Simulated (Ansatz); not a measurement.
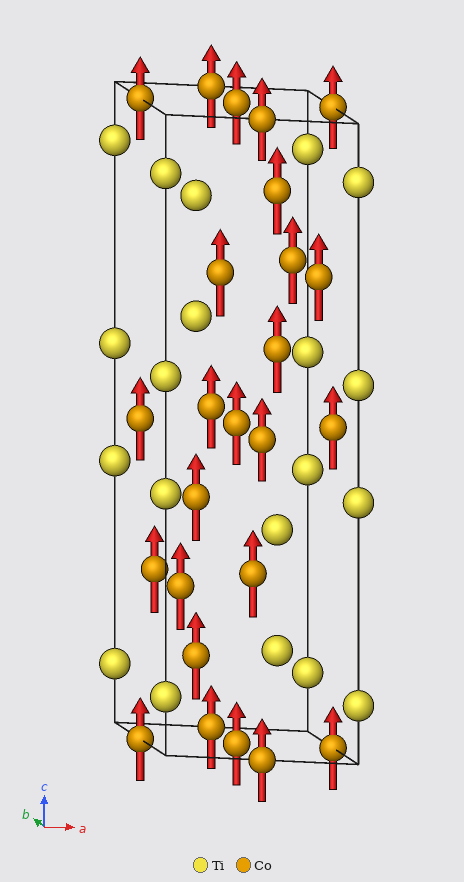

The image is a spheres-only drawing of a crystal, viewed slightly off an axis. The frame is the simulation cell; atoms at its boundary are shown with their periodic copies. Arrows are the site magnetic moments above 0.25 μB; longer means larger, and red and blue are up and down (without spin-orbit coupling the axis itself is arbitrary).

This is the state reached for TiCo2. Method: DFT PBEsol, scalar-relativistic, plane waves, PAW in Ansatz; 420 eV cutoff, a 12×12×4 grid in reciprocal space, Gaussian smearing of 0.1 eV, collinear spins.

Q: What do the arrows say about the order?

A: Ferromagnetic (within this cell). Site moments: 16 Co +0.3 to +0.4 μB. The net spin moment of the whole cell is 4.0 μB, including what lies between the atoms and on sites without an arrow.

The initial geometry was a structure listed in the Materials Project. Earlier steps of the study, as a rule a relaxation of our own, may have changed the cell and positions, so they can lie some per cent off the listed ones. A calculation with Ansatz used it as input.
